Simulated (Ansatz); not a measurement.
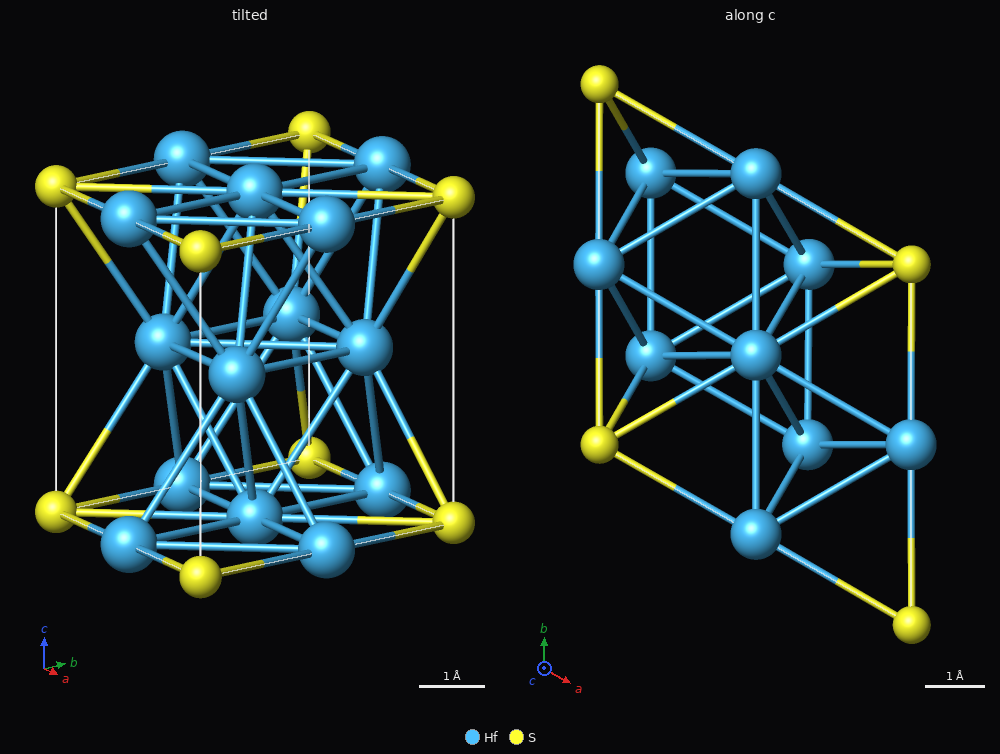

We look at a ball-and-stick model of the crystal slightly off an axis and along the c axis. The frame is the conventional unit cell; atoms at its boundary are shown with their periodic copies. Cell: a = 6.20 Å, b = 6.20 Å, c = 5.09 Å, α = 90.00°, β = 90.00°, γ = 120.00°.

The model was built from a structure type filled with these elements by a generator (whether the compound takes this form wasn't checked). Earlier steps of the study, as a rule a relaxation of our own, may have changed the cell and positions, so they can lie some per cent off the listed ones. An electronic-structure calculation with Ansatz was run on it.

Q: Characterise what is shown.

A: The structure is one of Hf7S. The lattice is primitive hexagonal and the space group P-6m2 (No. 187). The cell comprises 1 formula unit: 7 Hf, 1 S. S is coordinated by twelve Hf in an anticuboctahedral arrangement at about 3.1 Å. Hf takes three kinds of site: 3j with ten Hf and two S in an anticuboctahedral arrangement (about 3.1 Å to Hf, 3.1 Å to S); 3k with ten Hf and two S in an anticuboctahedral arrangement (about 3.1 Å to Hf, 3.1 Å to S); 1f with twelve Hf in an anticuboctahedral arrangement at about 3.1 Å. The bonds build a three-dimensional framework.

Computational set-up: DFT PBE, scalar-relativistic, plane waves, PAW in Ansatz 0.2.0, cutoff 420 eV, Brillouin-zone sampling on a 6×6×8 mesh, Gaussian smearing of 0.1 eV, no spin polarisation.

Q: Is it conducting or gapped at this level?

A: A metal: bands cross the Fermi level.

Q: List the Bader charges.

A: Hf -0.03 to +0.25 e; S -1.27 e.

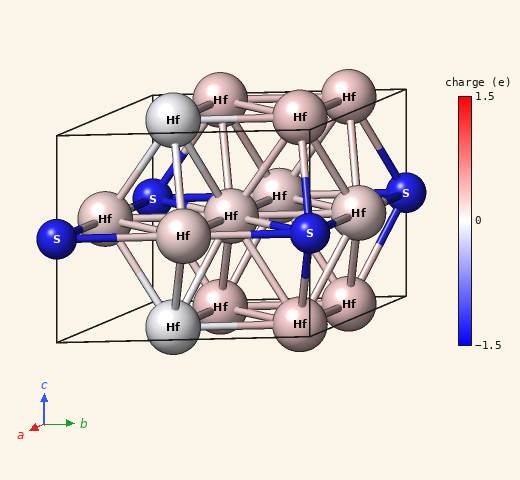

The atoms coloured by those charges. The run's cell of 8 atoms is drawn, so axes and origin can differ from the first picture.

Q: Has the structure come to rest?

A: Yes. All forces vanish to within 0.01 eV/Å. The pressure is 0.0 GPa, close to zero.
